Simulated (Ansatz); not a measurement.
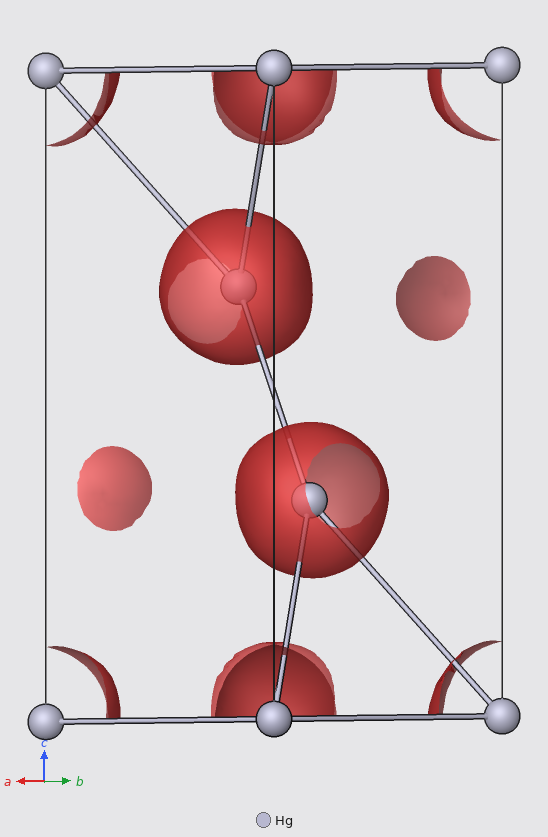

*Hg. Deformation density (self-consistent density less superposed neutral spherical atoms): red surfaces at −0.015, none at +0.015 e/Å³, in the conventional cell seen along [110] (the regions close to the nuclei are left out). Cores are masked to 0.9 Å (Hg).*

Space group P-1. The cell comes from a database of computed structures, not from a measurement.

Level of theory: Ansatz, DFT PBE, scalar-relativistic, plane waves, PAW.

Core electrons are frozen (PAW), so the fields are smoothed inside the atomic spheres.

```xyz
3
Lattice="3.3206 0.0000 0.0000 -1.4721 3.0761 0.0000 -0.9583 -1.3973 8.1206" Properties=species:S:1:pos:R:3 pbc="T T T"
Hg    0.5333    1.8122    2.7225
Hg    0.3568   -0.1334    5.3981
Hg    0.0000    0.0000    0.0000
```

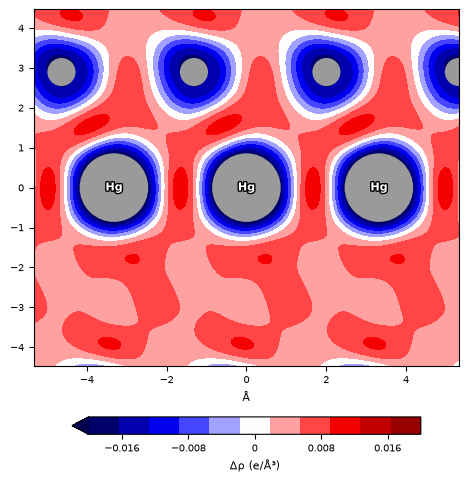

The same field as a map on the (010) plane of the conventional cell, with grey discs over the atomic cores.

What does the deformation density say about the bonding?

Hg–Hg (3.28 Å): Δρ is +0.013 e/Å³ at the midpoint. Over the whole cell, outside the masked cores, the largest gain, 0.013 e/Å³, lies 1.6 Å from a mercury nucleus, and the largest loss lies at the edge of the masked core of Hg. The rearranged charge, half the integral of |Δρ|, is about 0.10 e an atom.
